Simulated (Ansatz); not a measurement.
# Run report: Se, geometry relaxation (part 1 of 2)

The run: geometry relaxation of Se (P3₂21, 3 atoms in the cell). Method and program: DFT PBEsol, scalar-relativistic, plane waves, PAW, no spin polarisation (Ansatz 0.2.0).

The structure derives from an entry of the Crystallography Open Database. It belongs to a series of runs on one base structure; here: equal strain along all axes, cell held, atoms relaxed: -6.0 %. Figures and captions count atoms from 1; the log counts them from 0 in places.

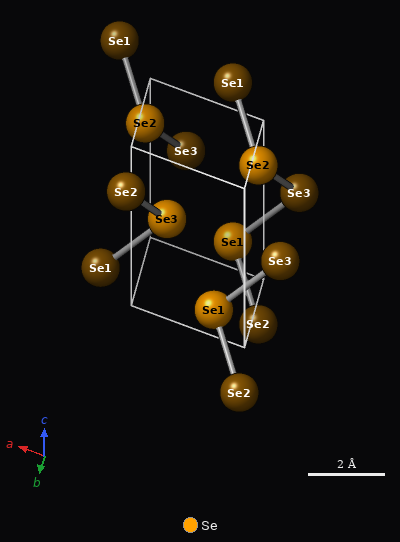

**Figure 1.** The input geometry (ball-and-stick view of the cell of the calculation, seen at an oblique angle; neighbours outside the cell are drawn fainter; atoms are numbered from 1 in the order of the input). An atom can appear more than once, as a periodic image. Near neighbours in the periodic cell (some may lie outside the picture): Se has 2 Se at 2.40 Å.

The input:
```yaml
crystal:
  lattice:
    - [3.7961608121, 0.0, 0.0]
    - [-1.898080406, 3.2875717001, 0.0]
    - [0.0, 0.0, 4.8141765716]
  atoms:
    - { symbol: Se, position: [0.2705828582, 0.0, 0.1666666667] }
    - { symbol: Se, position: [0.0, 0.2705828582, 0.8333333333] }
    - { symbol: Se, position: [0.7294171418, 0.7294171418, 0.5] }
basis:
  ecutwfc: 420
kpoints:
  mp_grid: { grid: [12, 12, 8] }
hamiltonian:
  xc: pbesol
scf:
  occupations: { method: gaussian, width: 0.02 }
output:
  forces: true
  stress: true
  eigenvalues: true
  write_density: true
  write_potential: true
  elf: true
  volumetric_format: npy
relax:
  adjacent_minimum: "off"
  f_tol: 0.008
  max_steps: 40
```

Run on 1 thread of AMD EPYC (Zen 5), 16 GiB of memory available, shared host.

Command:
```bash
ansatz run input.yaml --threads 1 --pin off --max-ram 2560MiB --backend cpu --events-out ev --progress --plain --runs-dir out
```

Output:
```
Warning: output.stress: scf.convergence.dr2_threshold = 6.4e-8 eV (the default of a walk held to its f_tol) is looser than the 3e-10 eV advised for a printed stress (1e-10 eV for each atom of the cell: 3). What an SCF threshold leaves in a stress goes as its square root, and in the free energy as the threshold itself, and one threshold admits the most on a small cell: of the crystals measured, under no hybrid functional and no lock of the moments, on runs that ended without the residual-converged pass, on stresses that held no estimate of that error, the worst erred by over 100 MPa in a component at 1e-7 eV an atom and by under 5 at 1e-10. Every solve of this run answers to scf.convergence.dr2_threshold, and the tensor of one is reported: a single SCF on the reported geometry and on this run's grids (its basis.xc_grid and basis.ecutrho_ratio typed), with scf.convergence.dr2_threshold at 3e-10 eV or tighter, prints it and tightens no other solve. Else set scf.convergence.dr2_threshold to 3e-10 eV or tighter. The threshold is an SCF's pass mark: one that does not reach it within its budget of iterations ends unconverged, or closes short of it on a stop that the run arms, and scf.convergence.dr2_threshold's page says what that costs each kind of run
Engine: ansatz 0.2.0, x86_64-unknown-linux-gnu
Pseudopotentials: kind: paw
Pseudopotential: Se, paw, valence charge 16, recommended cutoff 420 eV (normal), Se.paw.azcp
Functional definition: PBEsol
  exchange = pbesol_x
  correlation = pbesol_c
Crystal: 3 atoms, lattice volume = 60.082 Å³
Basis set: ecut = 420 eV, 1193 PW (Γ), exchange–correlation on 54×54×72 points (8 copies of the dense FFT grid, shifted against one another)
Bands: 29, of which v1, the nominal top of the filled ones, is band 24 counted from 1 (23 counted from 0)
Symmetry: 6 space group operations
Space group: P3221 (ITA 154), of the structure as read, at distance tolerance 3.9e-5 Å
k-points: 131 of 1152 (time reversal used)
Non-local potential: Se, projectors of the file, l = 0: 2, l = 1: 2, l = 2: 3, l = 3: 1
PAW form: soft (Blöchl's): semilocal exchange-correlation on the pseudo side does not see the compensation charge
PAW frozen core: Se, regenerated for the run's functional, and the local potential with it (the file was generated under x = pbe(κ = 0.804, μ = 0.2195149727645171), c = pbe(β = 0.06672455060314922))
PAW one-centre angular grid: Se, 590 points (default); XC on 64 Gauss nodes
Initial density: superposition of atomic densities (neutral atoms: chi_scale 0, normalization atom), corrected by the library's trained network
Initial wavefunctions: pseudopotential atomic-orbital guess
Functional: x = pbesol(κ = 0.804, μ = 0.12345679012345678), c = pbesol(β = 0.046)
SCF iter   1: F=—  HF=-16272.248598 eV  |F-HF|=—  |Δ(HF+E_count)|=         —  Δρ=2.57e-3  dr2=2.39e-3  ethr=1.77e-3  ⟨swp⟩=6.2  Hψ=16447  notcnv=0
preconditioner: auto → Resta (q_TF=auto, 2.628 Å⁻¹)  ε∞=4.4  [insulator: Δε(μ)=0.077 eV  Ē_g=11.029 eV  σ=0.020 eV  W_gap=0.99  n_scr=22 (ndim 8)  ℏωp=20.3 eV  f_vac=0.013  D(μ)=0.01/eV (n_scr^D=0)  ε∞_Penn≈4.4]
SCF iter   2: F=—  HF=-16272.248059 eV  |F-HF|=—  |Δ(HF+E_count)|=   5.39e-4  Δρ=1.54e-3  dr2=9.12e-4  ethr=4.98e-6  ⟨swp⟩=3.0  Hψ=8344  notcnv=0  defer=130
SCF iter   3: F=—  HF=-16272.248191 eV  |F-HF|=—  |Δ(HF+E_count)|=   1.32e-4  Δρ=2.14e-4  dr2=2.09e-5  ethr=1.90e-6  ⟨swp⟩=2.7  Hψ=6678  notcnv=0  defer=130
SCF iter   4: F=—  HF=-16272.248204 eV  |F-HF|=—  |Δ(HF+E_count)|=   1.34e-5  Δρ=6.04e-5  dr2=2.74e-6  ethr=4.35e-8  ⟨swp⟩=2.0  Hψ=6813  notcnv=0  defer=130
iter 5 did not close the SCF: its close was put off for the readings that it lacked (scf_convergence_deferred on its scf_iter line)
SCF iter   5: F=-16272.248202 eV  HF=-16272.248203 eV  |F-HF|=6.52e-7  |Δ(HF+E_count)|=   1.54e-6  Δρ=2.82e-5  dr2=3.81e-7  ethr=5.71e-9  ⟨swp⟩=2.0  Hψ=6813  notcnv=0  defer=130
SCF iter   6: F=-16272.248202 eV  HF=-16272.248202 eV  |F-HF|=2.74e-9  |Δ(HF+E_count)|=   2.39e-7  Δρ=8.42e-6  dr2=4.04e-8  ethr=7.94e-10  ⟨swp⟩=9.0  Hψ=27774  notcnv=0
SCF 1 converged in 6 iterations: F = -16272.248202 eV  dr2 = 4.04e-8
  greatest PAW one-centre occupation: 1.000 electrons in one spin orbital (limit 2), on the Se atom at site 2 (counted from 0), in its partial waves of l = 2
relax step   1: F+E_penalty+E_count = -16272.24820249 eV  Δ(F+E_penalty+E_count) = +0.000e0 eV  max|allowed force component| = 3.943e-1 eV/Å  Δτ_max = 0.0000 Å  (6 SCF iters, dr2 threshold 1.60e-6 eV, accepted)
Initial density: handed on by an earlier stage of this run
Initial wavefunctions: those handed on with the density
iter 1 solved again at ethr=1.84e-6 eV; its pass at ethr=3.10e-3 eV (dr2=8.83e-4 eV) is discarded
SCF iter   1: F=—  HF=-16272.267111 eV  |F-HF|=—  |Δ(HF+E_count)|=         —  Δρ=1.65e-3  dr2=8.94e-4  ethr=1.84e-6  ⟨swp⟩=2.0  Hψ=13532  notcnv=0  defer=127
preconditioner: auto → Kerker (q_TF=auto, 2.628 Å⁻¹)  [metal: Δε(μ)=0.010 eV  Ē_g=10.958 eV  σ=0.020 eV  W_gap=0.28  n_scr=22 (ndim 8)  ℏωp=20.3 eV  f_vac=0.008  D(μ)=0.51/eV (n_scr^D=0)]
SCF iter   2: F=—  HF=-16272.266996 eV  |F-HF|=—  |Δ(HF+E_count)|=   1.16e-4  Δρ=9.60e-4  dr2=3.21e-4  ethr=1.84e-6  ⟨swp⟩=1.0  Hψ=3672  notcnv=0  defer=127
SCF iter   3: F=—  HF=-16272.266945 eV  |F-HF|=—  |Δ(HF+E_count)|=   5.02e-5  Δρ=1.33e-4  dr2=9.90e-6  ethr=6.68e-7  ⟨swp⟩=2.0  Hψ=4831  notcnv=0  defer=127
SCF iter   4: F=-16272.266941 eV  HF=-16272.266941 eV  |F-HF|=1.48e-7  |Δ(HF+E_count)|=   4.66e-6  Δρ=6.75e-5  dr2=1.90e-6  ethr=2.02e-8  ⟨swp⟩=13.6  Hψ=35673  notcnv=0
SCF 2 converged in 4 iterations: F = -16272.266941 eV  dr2 = 1.90e-6
relax step   2: F+E_penalty+E_count = -16272.26694062 eV  Δ(F+E_penalty+E_count) = -1.874e-2 eV  max|allowed force component| = 1.811e-1 eV/Å  Δτ_max = 0.0220 Å  (4 SCF iters, dr2 threshold 9.72e-6 eV, accepted)
SCF iter   1: F=—  HF=-16272.273945 eV  |F-HF|=—  |Δ(HF+E_count)|=         —  Δρ=1.65e-3  dr2=9.39e-4  ethr=1.47e-5  ⟨swp⟩=5.0  Hψ=9464  notcnv=0  defer=127
preconditioner: auto → Resta (q_TF=auto, 2.628 Å⁻¹)  ε∞=4.5  [insulator: Δε(μ)=0.026 eV  Ē_g=10.906 eV  σ=0.020 eV  W_gap=0.55  n_scr=22 (ndim 8)  ℏωp=20.3 eV  f_vac=0.008  D(μ)=0.31/eV (n_scr^D=0)  ε∞_Penn≈4.5]
SCF iter   2: F=—  HF=-16272.273802 eV  |F-HF|=—  |Δ(HF+E_count)|=   1.43e-4  Δρ=9.03e-4  dr2=2.92e-4  ethr=1.96e-6  ⟨swp⟩=1.0  Hψ=4847  notcnv=0  defer=127
SCF iter   3: F=—  HF=-16272.273752 eV  |F-HF|=—  |Δ(HF+E_count)|=   5.01e-5  Δρ=9.23e-5  dr2=4.17e-6  ethr=6.08e-7  ⟨swp⟩=2.0  Hψ=4845  notcnv=0  defer=127
iter 4 did not close the SCF: its close was put off for the readings that it lacked (scf_convergence_deferred on its scf_iter line)
SCF iter   4: F=-16272.273750 eV  HF=-16272.273750 eV  |F-HF|=5.09e-8  |Δ(HF+E_count)|=   2.00e-6  Δρ=4.45e-5  dr2=6.94e-7  ethr=8.68e-9  ⟨swp⟩=2.0  Hψ=6818  notcnv=0  defer=127
iter 5 did not close the SCF: its close was put off for the readings that it lacked (scf_convergence_deferred on its scf_iter line)
SCF iter   5: F=-16272.273750 eV  HF=-16272.273750 eV  |F-HF|=6.44e-9  |Δ(HF+E_count)|=   1.53e-7  Δρ=6.56e-6  dr2=2.24e-8  ethr=1.45e-9  ⟨swp⟩=2.7  Hψ=6182  notcnv=0  defer=127
SCF iter   6: F=-16272.273750 eV  HF=-16272.273750 eV  |F-HF|=5.75e-10  |Δ(HF+E_count)|=   8.74e-9  Δρ=1.23e-6  dr2=7.89e-10  ethr=4.66e-11  ⟨swp⟩=9.6  Hψ=22799  notcnv=0
SCF 3 converged in 6 iterations: F = -16272.273750 eV  dr2 = 7.89e-10
  greatest PAW one-centre occupation: 1.000 electrons in one spin orbital (limit 2), on the Se atom at site 0 (counted from 0), in its partial waves of l = 2
relax step   3: F+E_penalty+E_count = -16272.27374974 eV  Δ(F+E_penalty+E_count) = -6.809e-3 eV  max|allowed force component| = 5.260e-2 eV/Å  Δτ_max = 0.0195 Å  (6 SCF iters, dr2 threshold 2.05e-6 eV, accepted)
SCF iter   1: F=—  HF=-16272.274651 eV  |F-HF|=—  |Δ(HF+E_count)|=         —  Δρ=8.63e-4  dr2=2.47e-4  ethr=4.62e-6  ⟨swp⟩=3.0  Hψ=8153  notcnv=0  defer=127
preconditioner: auto → Resta (q_TF=auto, 2.628 Å⁻¹)  ε∞=4.5  [insulator: Δε(μ)=0.024 eV  Ē_g=10.883 eV  σ=0.020 eV  W_gap=0.54  n_scr=22 (ndim 8)  ℏωp=20.3 eV  f_vac=0.008  D(μ)=0.76/eV (n_scr^D=2)  ε∞_Penn≈4.5]
SCF iter   2: F=—  HF=-16272.274610 eV  |F-HF|=—  |Δ(HF+E_count)|=   4.09e-5  Δρ=4.71e-4  dr2=7.54e-5  ethr=5.14e-7  ⟨swp⟩=1.0  Hψ=4847  notcnv=0  defer=127
SCF iter   3: F=—  HF=-16272.274602 eV  |F-HF|=—  |Δ(HF+E_count)|=   7.59e-6  Δρ=4.36e-5  dr2=9.06e-7  ethr=1.57e-7  ⟨swp⟩=2.0  Hψ=4840  notcnv=0  defer=127
iter 4 did not close the SCF: its close was put off for the readings that it lacked (scf_convergence_deferred on its scf_iter line)
SCF iter   4: F=-16272.274602 eV  HF=-16272.274602 eV  |F-HF|=3.28e-9  |Δ(HF+E_count)|=   4.33e-7  Δρ=2.10e-5  dr2=1.59e-7  ethr=1.89e-9  ⟨swp⟩=2.0  Hψ=6818  notcnv=0  defer=127
iter 5 did not close the SCF: its close was put off for the readings that it lacked (scf_convergence_deferred on its scf_iter line)
SCF iter   5: F=-16272.274602 eV  HF=-16272.274602 eV  |F-HF|=1.34e-9  |Δ(HF+E_count)|=   3.10e-8  Δρ=3.40e-6  dr2=5.22e-9  ethr=3.31e-10  ⟨swp⟩=2.7  Hψ=6303  notcnv=0  defer=127
SCF iter   6: F=-16272.274602 eV  HF=-16272.274602 eV  |F-HF|=1.04e-10  |Δ(HF+E_count)|=   1.78e-9  Δρ=5.75e-7  dr2=1.72e-10  ethr=1.09e-11  ⟨swp⟩=9.8  Hψ=22290  notcnv=0
SCF 4 converged in 6 iterations: F = -16272.274602 eV  dr2 = 1.72e-10
relax step   4: F+E_penalty+E_count = -16272.27460208 eV  Δ(F+E_penalty+E_count) = -8.523e-4 eV  max|allowed force component| = 1.093e-2 eV/Å  Δτ_max = 0.0095 Å  (6 SCF iters, dr2 threshold 2.33e-7 eV, accepted)
SCF iter   1: F=—  HF=-16272.274650 eV  |F-HF|=—  |Δ(HF+E_count)|=         —  Δρ=2.82e-4  dr2=2.60e-5  ethr=5.13e-7  ⟨swp⟩=3.0  Hψ=7773  notcnv=0  defer=127
preconditioner: auto → Resta (q_TF=auto, 2.628 Å⁻¹)  ε∞=4.5  [insulator: Δε(μ)=0.045 eV  Ē_g=10.877 eV  σ=0.020 eV  W_gap=0.55  n_scr=22 (ndim 8)  ℏωp=20.3 eV  f_vac=0.008  D(μ)=0.89/eV (n_scr^D=2)  ε∞_Penn≈4.5]
SCF iter   2: F=—  HF=-16272.274651 eV  |F-HF|=—  |Δ(HF+E_count)|=   1.09e-6  Δρ=1.53e-4  dr2=7.76e-6  ethr=5.41e-8  ⟨swp⟩=1.0  Hψ=4849  notcnv=0  defer=126
SCF iter   3: F=—  HF=-16272.274650 eV  |F-HF|=—  |Δ(HF+E_count)|=   1.37e-6  Δρ=1.39e-5  dr2=8.80e-8  ethr=1.62e-8  ⟨swp⟩=2.0  Hψ=4835  notcnv=0  defer=126
iter 4 did not close the SCF: its close was put off for the readings that it lacked (scf_convergence_deferred on its scf_iter line)
SCF iter   4: F=-16272.274650 eV  HF=-16272.274650 eV  |F-HF|=8.79e-10  |Δ(HF+E_count)|=   4.08e-8  Δρ=6.39e-6  dr2=1.38e-8  ethr=1.83e-10  ⟨swp⟩=2.0  Hψ=6820  notcnv=0  defer=126
iter 5 did not close the SCF: its close was put off for the readings that it lacked (scf_convergence_deferred on its scf_iter line)
SCF iter   5: F=-16272.274650 eV  HF=-16272.274650 eV  |F-HF|=1.64e-10  |Δ(HF+E_count)|=   3.34e-9  Δρ=1.11e-6  dr2=4.82e-10  ethr=2.88e-11  ⟨swp⟩=3.0  Hψ=6820  notcnv=0  defer=126
SCF iter   6: F=-16272.274650 eV  HF=-16272.274650 eV  |F-HF|=3.64e-12  |Δ(HF+E_count)|=  2.06e-10  Δρ=1.53e-7  dr2=1.10e-11  ethr=1.00e-12  ⟨swp⟩=7.9  Hψ=19864  notcnv=0
SCF 5 converged in 6 iterations: F = -16272.274650 eV  dr2 = 1.10e-11
  greatest PAW one-centre occupation: 1.000 electrons in one spin orbital (limit 2), on the Se atom at site 1 (counted from 0), in its partial waves of l = 2
relax step   5: F+E_penalty+E_count = -16272.27464997 eV  Δ(F+E_penalty+E_count) = -4.789e-5 eV  max|allowed force component| = 6.723e-4 eV/Å  Δτ_max = 0.0030 Å  (6 SCF iters, accepted)
```

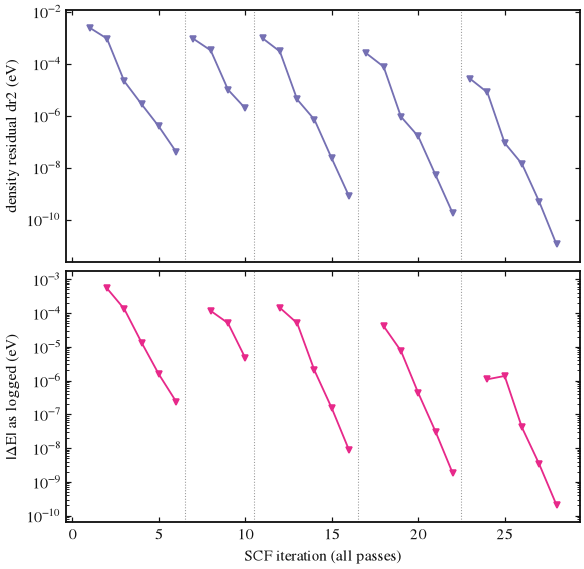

**Figure 2.** Convergence of the self-consistent field: density residual dr2 and size of the energy change against the SCF iteration. The dotted lines part the SCF passes of the relaxation: geometry steps, rejected trials and re-solves on a re-selected basis. The 5 passes take 4 to 6 iterations each, 28 in all.

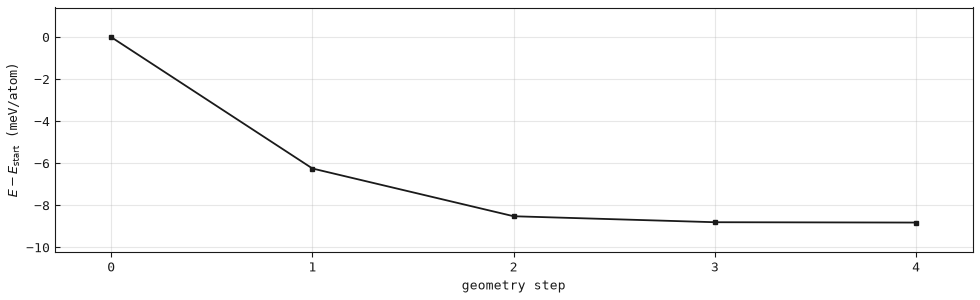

**Figure 3.** Progress of the relaxation, step by step (the first geometry is step 0 here and step 1 in the log).
